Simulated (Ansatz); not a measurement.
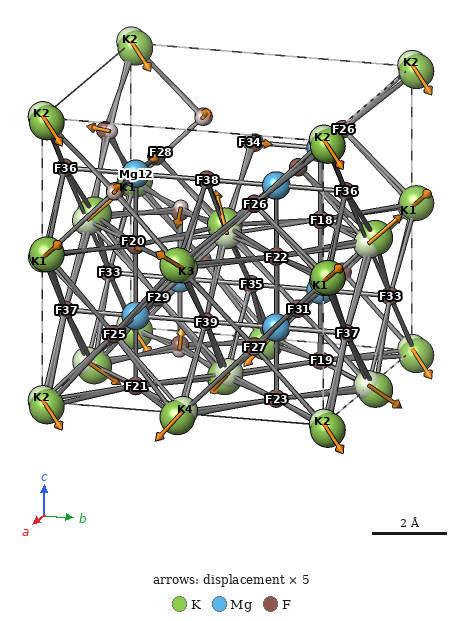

A relaxation of a defect cell of composition K$_{8}$Mg$_{7}$F$_{24}$ (cell charge −2). The starting structure is drawn faded, the final one solid; orange arrows show the displacements, 5 times their true length.

Style: ball-and-stick. Shown: the cell of the calculation (origin shifted), slightly off an axis.

The atoms of the start lie slightly off their symmetric places, so part of the fall in energy undoes that.

Method: DFT, PBEsol, PAW, plane waves (Ansatz 0.2.0). Set-up: plane-wave cutoff 420 eV; k-point mesh 1 × 1 × 1; mesh shifted by (0.25, 0.25, 0.25); no spin polarisation; atoms relaxed in a fixed cell; force threshold 0.03 eV/Å; at most 80 steps.

What happened in the run?

Answer. The atom that moves furthest is a K atom (0.28 Å roughly along [−2 −1 2]). Largest moves by element: K 0.28 Å, F 0.15 Å, Mg 0.05 Å. The cell stays as it was. Some distances before and after: K–Mg 3.405 → 3.703 Å, K–Mg 3.427 → 3.706 Å, F–K 2.761 → 3.026 Å, F–K 2.789 → 3.029 Å. Bond angles that change, for instance: K–F–K 179.6° → 168.3°, K–F–K 179.4° → 168.2°, K–F–K 91.7° → 81.6°. Over 4 geometry steps the energy falls by 2.105 eV per cell of the calculation. Largest force component: 2 eV/Å at the start, 0.019 eV/Å at the end.

Limits of the set-up: the periodic images lie only 8.0 Å apart, so the values are limited by the cell's size; the cell is charged, on a uniform background, and energies carry no finite-size correction.
